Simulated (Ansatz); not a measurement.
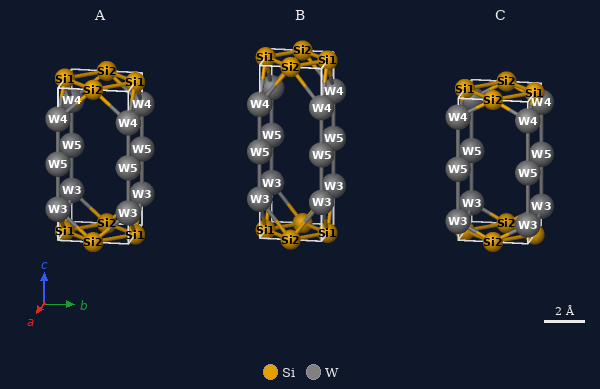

3 geometries from one relaxation of a crystal of Si₂W₃ (a generated structure, set up in P4/mmm) (coarse preliminary run), in shuffled order. The picture is a ball-and-stick view of the cell of the calculation, seen slightly off an axis.

The calculation used DFT PBE, scalar-relativistic, plane waves, PAW in Ansatz 0.2.0. Settings: plane-wave cutoff 420 eV; k-point mesh 6 × 6 × 4; occupations gaussian; smearing width 0.1 eV; no spin polarisation; cell and atoms relaxed; force threshold 0.04 eV/Å; at most 70 steps.

Question: Put them in the order of the run, from the start to the converged end.

Answer: C, A, B. They are steps 0, 3, 14, at +3799 meV per atom, +189 meV per atom relative to the last. The largest moves relative to the cell, 0.83 Å, are those of W3 and W4. W4 goes along −c. Si stays in place. Cell: a = b 3.577 → 3.175 Å (−11.2 %), c 7.424 → 9.031 Å (+21.6 %). Volume −4.2 %. Some distances before and after: W3–W4 1.975 → 4.072 Å, Si1–W3 2.043 → 2.582 Å, W3–W3 3.577 → 3.175 Å, Si1–Si2 2.530 → 2.245 Å. Bonds break: W3–W4 (1.98 → 4.07 Å). Among the angles between lasting bonds that change: Si1–W3–Si1 122.2° → 75.9°, Si1–W3–W5 118.9° → 142.1°. The space group stays P4/mmm (No. 123). Over 11 accepted moves (14 points after the start) the energy falls by 3799 meV per atom. Largest force component: 37 eV/Å at the start, 0.016 eV/Å at the end. The pressure goes from 97.47 to 0.03 GPa. The line search rejected the trial step at point 9 of the run. The SCF was repeated twice at an unchanged geometry on a basis and grid sized afresh for the cell, which shifted the energy by 4.5 meV per atom at most. The run took 78 s on 1 thread of Intel(R) Xeon(R) Platinum 8259CL CPU @ 2.50GHz (Skylake/Cascade Lake) (shared host), peak memory 0.42 GiB.
